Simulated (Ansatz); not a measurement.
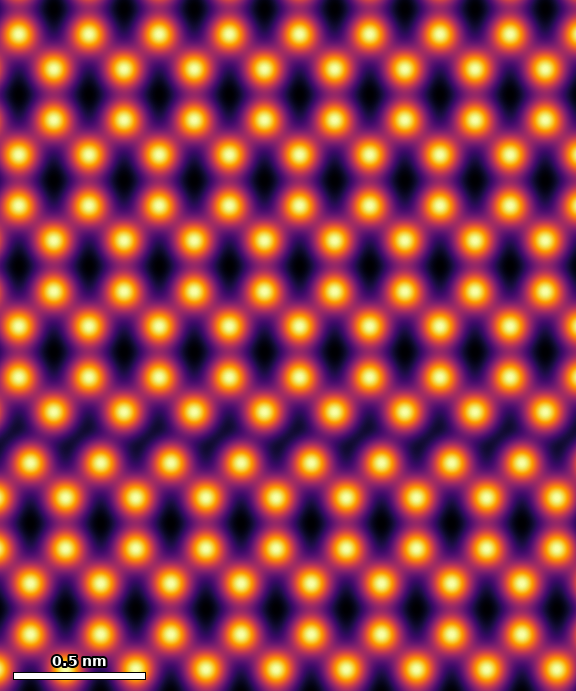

iDPC-like image of Ir (Cmcm, No. 63) along [001]. Simulated as the projected potential of neutral atoms (B = 0.8 Å²) blurred by a 0.98 Å probe, the thin-sample limit of integrated differential phase contrast. The display is stretched by a gamma of 0.8; percentages refer to the linear signal.

One planar defect was built into the perfect crystal by geometry alone, without relaxation. Host structure: coordinates from a relaxation with DFT, PBE, plane waves (420 eV) with PAW, scalar-relativistic in Ansatz 0.2.0; the starting structure was generated, so it need not be a known form of this composition.

Question: Find the planar defect and say what kind it is.

Answer: A planar fault (a stacking fault) runs horizontally about 17 Å below the top edge. The part above it is shifted along the boundary by 1/3 of the 2.68 Å repeat of the rows (0.9 Å to the right, the same as 1.8 Å to the left); both parts keep the same orientation.
